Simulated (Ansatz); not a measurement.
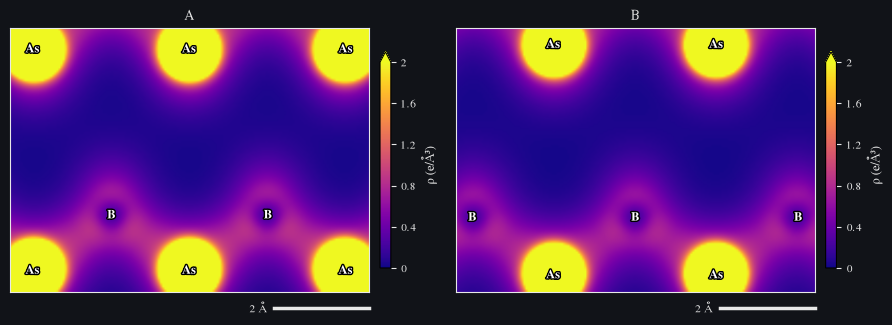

BAs. The valence electron density of two cells that differ in size, on the (11̄0) plane of each (indices in the axes of the calculation cell), at one length scale and on one colour scale: B has 14.4 Å³ an atom and A 12.8.

These are results of Ansatz 0.2.0, Kohn-Sham DFT of a periodic cell, HISS, Ansatz PAW, not measurements.

Core electrons are frozen (PAW), and the valence fields are smoothed inside the atomic spheres.

The larger cell:

```xyz
2
Lattice="0.0000 2.4353 2.4353 2.4353 0.0000 2.4353 2.4353 2.4353 0.0000" Properties=species:S:1:pos:R:3 pbc="T T T"
As    3.6530    3.6530    3.6530
B     0.0000    0.0000    0.0000
```

The smaller cell: a = 3.309 Å, b = 3.309 Å, c = 3.309 Å, α = 60.00°, β = 60.00°, γ = 60.00°.

> What does the compression do to the bonding and the properties?

From the larger cell to the smaller, B–As goes from 2.11 to 2.03 Å, and the density at its midpoint from 0.77 to 0.86 e/Å³; the pressure goes from −10 to 8 GPa; the Kohn–Sham gap goes from 2.2 eV to 2.1 eV.
